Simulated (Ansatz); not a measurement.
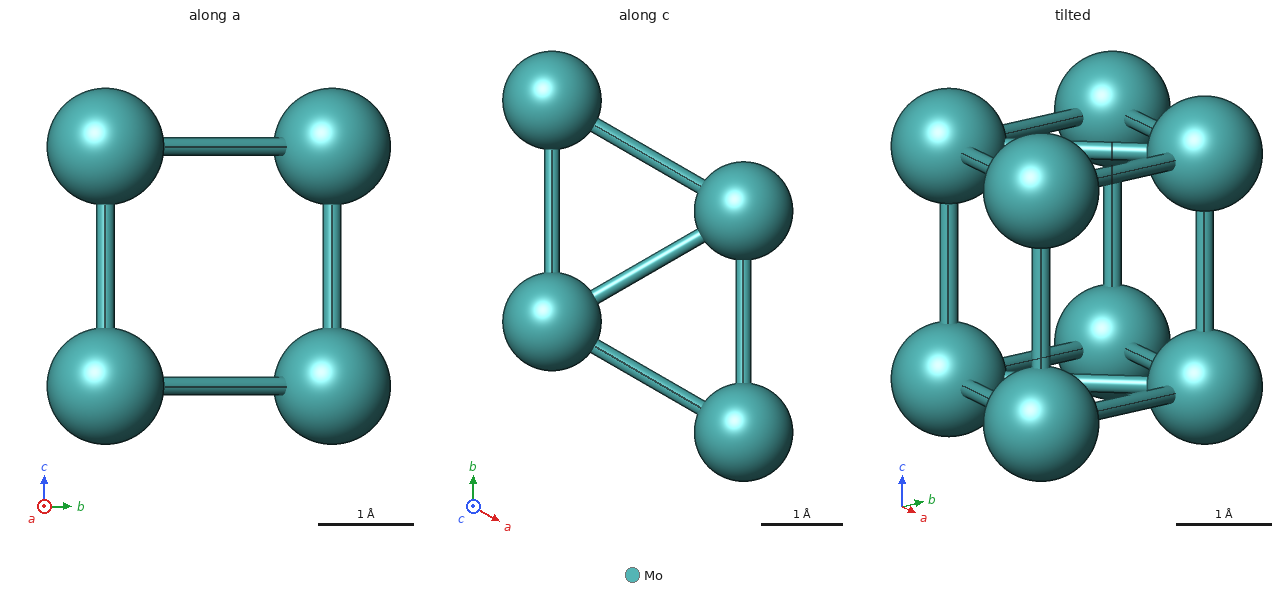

An orthographic ball-and-stick view of the structure, along the a axis, along the c axis and slightly off an axis. The edges of the conventional unit cell are marked.

Cell dimensions are a = 2.755 Å, b = 2.755 Å, c = 2.521 Å, α = 90.00°, β = 90.00°, γ = 120.00°.

The composition is Mo.

Q: Space group?

A: P6/mmm (No. 191), with Mo on 1a.

Q: Which textbook structure type do you recognise?

A: Simple hexagonal.

Q: In how many dimensions do the bonds extend?

A: The bonds build a three-dimensional framework.

Its origin is a textbook structure type filled with this element (whether it is the usual form wasn't checked). The geometry is the end of a relaxation with Ansatz, DFT r2SCAN, scalar-relativistic, plane waves, PAW.
